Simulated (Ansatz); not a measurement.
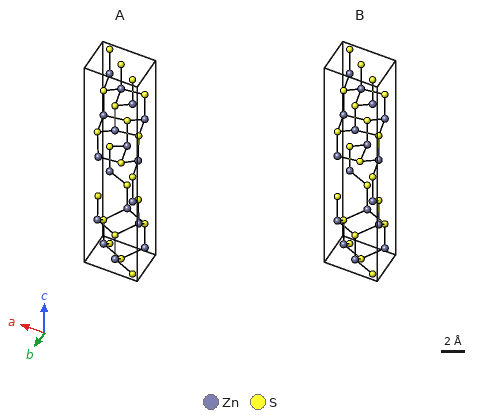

Two geometries of a defect cell of composition Zn17S18 (cell charge −1), drawn at one scale. One is the start of a relaxation, the other its converged end. The picture is a ball-and-stick view of the cell of the calculation (origin shifted), seen from a free direction.

Computed with DFT, PBE, plane-wave PAW, default files, scalar-relativistic (Ansatz 0.2.0). Set-up: plane-wave cutoff 420 eV; k-point mesh 3 × 3 × 1; occupations fermi dirac; smearing width 0.01 eV; collinear spin; atoms relaxed in a fixed cell; force threshold 0.03 eV/Å; at most 40 steps.

Which geometry has the lower energy?

Structure A is the relaxed one. The atom that moves furthest is an S atom (0.17 Å along [−3 −1 −1]). By element the largest moves are S 0.17 Å, Zn 0.11 Å. The cell doesn't change. Near-neighbour distances that change, for instance: S–Zn 2.444 → 2.279 Å, S–Zn 2.336 → 2.403 Å, S–Zn 2.336 → 2.276 Å, S–Zn 2.336 → 2.382 Å. Among the angles between lasting bonds that change: Zn–S–Zn 113.3° → 108.0°, S–Zn–S 106.8° → 111.2°, S–Zn–S 109.5° → 113.1°. The energy falls by 0.296 eV per cell of the calculation in 3 geometry steps. The largest force component goes from 0.77 to 0.022 eV/Å. Cost: 2.2 min on 4 threads of Intel(R) Xeon(R) Platinum 8488C (Sapphire Rapids), with other jobs on the host, peak memory 3.6 GiB.

Limits of the set-up: the periodic images lie only 6.6 Å apart, so the values are limited by the cell's size; the cell is charged, on a uniform background, and energies carry no finite-size correction.
